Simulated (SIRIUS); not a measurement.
# A series of single points on PbO

System: PbO (P4/nmm, 4 atoms in the cell).
Method: Kohn-Sham DFT of a periodic cell, PBEsol, dojo-sr-pbesol-0.4.1-standard, no spin polarisation (SIRIUS 7.12.0).

The 7 runs differ only in the geometry, by an even scaling of the cell at fixed fractional positions. The structure derives from an entry of the Crystallography Open Database.

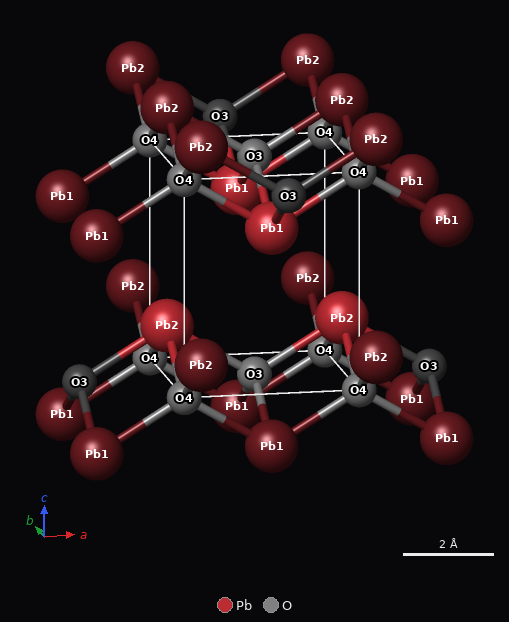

Figure 1. The structure of run 4 (ball-and-stick view of the cell of the calculation, seen slightly off an axis; neighbours outside the cell are drawn fainter; atoms are numbered from 1 in the order of the input). An atom can appear more than once, as a periodic image.

### Input of run 4
```
{
  "control": {
    "processing_unit": "cpu",
    "verbosity": 2,
    "num_bands_to_print": 29,
    "print_forces": true,
    "print_stress": true
  },
  "parameters": {
    "electronic_structure_method": "pseudopotential",
    "xc_functionals": ["XC_GGA_X_PBE_SOL", "XC_GGA_C_PBE_SOL"],
    "gk_cutoff": 9.2,
    "pw_cutoff": 18.4,
    "ngridk": [7, 7, 6],
    "shiftk": [0, 0, 0],
    "smearing": "fermi_dirac",
    "smearing_width": 0.0018374661,
    "num_bands": 29,
    "num_mag_dims": 0,
    "num_dft_iter": 100,
    "energy_tol": 1e-08,
    "density_tol": 1e-06
  },
  "iterative_solver": {
    "type": "davidson",
    "min_tolerance": 1e-10
  },
  "mixer": {
    "type": "anderson",
    "beta": 0.7,
    "max_history": 8
  },
  "settings": {
    "tol_ne": 1e-10,
    "pseudo_grid_cutoff": 6.5
  },
  "unit_cell": {
    "lattice_vectors": [
      [7.540007237257, 0.0, 0.0],
      [0.0, 7.540007237257, 0.0],
      [0.0, 0.0, 9.467527884375]
    ],
    "atom_coordinate_units": "lattice",
    "atom_types": ["Pb", "O"],
    "atom_files": {
      "Pb": "Pb.json",
      "O": "O.json"
    },
    "atoms": {
      "Pb": [
        [0.5, 0.0, 0.76],
        [0.0, 0.5, 0.24]
      ],
      "O": [
        [0.5, 0.5, 0.0],
        [0.0, 0.0, 0.0]
      ]
    }
  }
}
```

Command:
```bash
upf_to_json Pb.upf
upf_to_json O.upf
OMP_NUM_THREADS=4 sirius.scf --input=sirius.json --output=out.json --task=0
```

Lattice vectors (Å) and fractional positions of run 4:
```
   3.990000    0.000000    0.000000
   0.000000    3.990000    0.000000
   0.000000    0.000000    5.010000
Pb  0.500000  0.000000  0.760000
Pb  0.000000  0.500000  0.240000
O   0.500000  0.500000  0.000000
O   0.000000  0.000000  0.000000
```

Run 6 differs from it as follows:
```diff
-      [7.540007237257, 0.0, 0.0],
-      [0.0, 7.540007237257, 0.0],
-      [0.0, 0.0, 9.467527884375]
+      [7.639229237219, 0.0, 0.0],
+      [0.0, 7.639229237219, 0.0],
+      [0.0, 0.0, 9.592114906911]
```

### Results, with one run withheld

```tsv
run	volume per atom (Å³)	free energy per atom, from the lowest run given (meV)	pressure (GPa)	gap on the mesh (eV)
1	18.744	18.20	5.51	1.25
2	19.142	7.19	3.34	1.29
3	19.541	1.30	1.39	1.32
4	19.940	0.00	−0.35	1.35
5	20.339	2.79	−1.90	1.38
6	20.738	?	?	?
7	21.136	18.98	−4.54	1.43
```

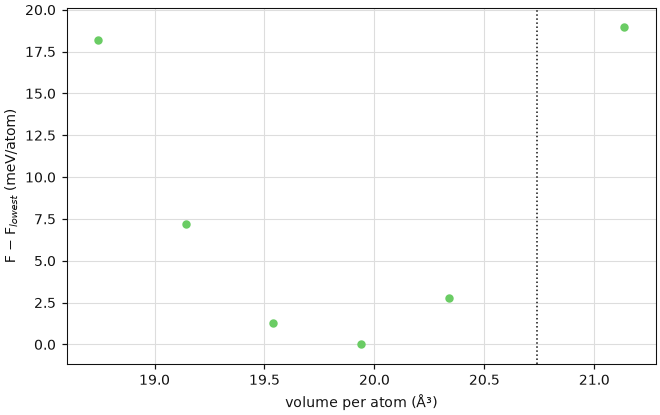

Figure 2. Free energy per atom of the runs given; the dotted line marks run 6.

Estimate the energy of run 6 from the others.

A cubic polynomial in V^(−2/3) (the Birch–Murnaghan form), fitted to the 6 runs given, misses them by at most 0.01 meV per atom. With x = V^(−2/3) − 0.13672 Å⁻², it reads F = −0.0039654 + 458.94 x + 6.2993e+05 x² + 1.3816e+06 x³ (meV per atom). At run 6 it gives 9.26 meV per atom, and the run itself gives 9.25. The slope of the fit gives a pressure −dF/dV of −3.28 GPa there, and the run prints −3.29 GPa. The fit has its minimum at 19.861 Å³ per atom, where V d²F/dV² gives 83.8 GPa. Cell shape and fractional positions are held, so this is the stiffness under even scaling; the relaxed bulk modulus wasn't computed and can be far lower in a crystal of layers, chains or molecules like this one. The gap on the mesh goes, without turning, from 1.25 eV in run 1 to 1.43 eV in run 7; run 6 has 1.41 eV. These are gaps of this functional on this mesh, which can miss the band edges; they aren't the measured gap.

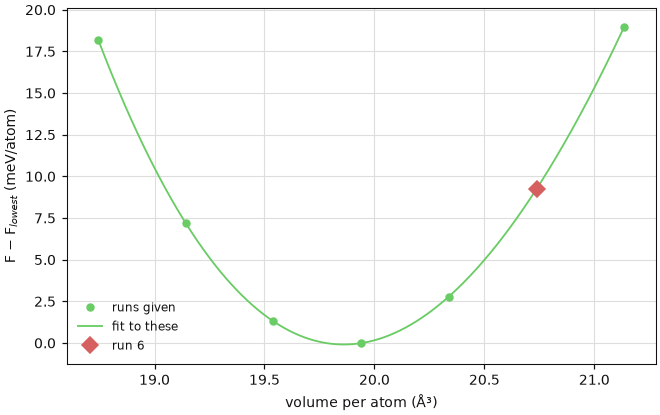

Figure 3. The fit and the withheld run.

### Some lines of the output (run 6)
```
[...]
[find] Total energy                   :    -173.50344730 (Ha),    -347.00689460 (Ry)
[find] Free energy (E-TS)             :    -173.50344730 (Ha),    -347.00689460 (Ry)
[find] band gap (eV)                  :       1.40989378
[find] Efermi                         :       0.32093557
[find] band gap (eV)                  :       1.40988757
[find] Efermi                         :       0.32093554
[find] band gap (eV)                  :       1.40987855
[find] Efermi                         :       0.32093626
[find] band gap (eV)                  :       1.40986348
[find] Efermi                         :       0.32093655
[find] band gap (eV)                  :       1.40986805
[find] Efermi                         :       0.32093641
[find] band gap (eV)                  :       1.40987024
[find] Efermi                         :       0.32093636
```

Notes: Spin–orbit coupling is left out, which matters for Pb.
